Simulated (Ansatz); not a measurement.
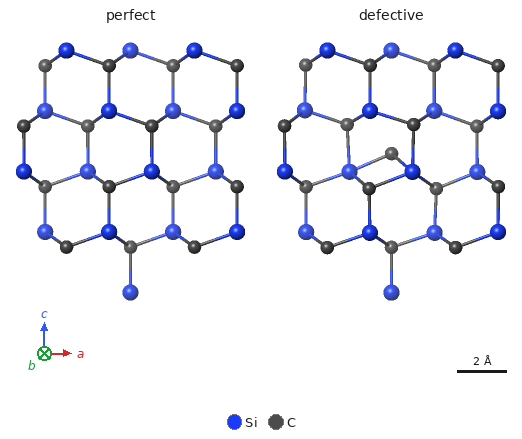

Left: perfect SiC. Right: the same region with one point defect, after relaxing the atoms in a supercell of 256 sites. A ball-and-stick model of the atoms within 6.0 Å of one point, in a slice 3.4 Å thick across the line of sight, seen along the b axis.

Theory: DFT, PBEsol, PAW, plane waves (Ansatz). Set-up: plane-wave cutoff 420 eV; k-point mesh 1 × 1 × 1; mesh shifted by (0.25, 0.25, 0.25); collinear spin. Fermi-Dirac smearing of 0.01 eV. A uniform background neutralises the charged cell. The axes drawn are those of the host's conventional cell.

### Which defect is it?

An extra carbon atom is put between the host's atoms (an interstitial).

The charge state of the cell is −1.

### How does the lattice respond?

The C atom starts with 6 C at 2.01 to 2.38 Å, 6 Si at 2.01 to 2.38 Å around its place and ends with 3 Si at 1.90 to 1.91 Å, 3 C at 2.20 to 2.21 Å. Of the host's atoms, a carbon atom moves furthest from its site, by 0.12 Å. The C atom itself moves 0.21 Å from where it was put. The cell's net moment is 3.00 μB.

Limits of the set-up: the cell is charged, on a uniform background, and energies carry no finite-size correction.
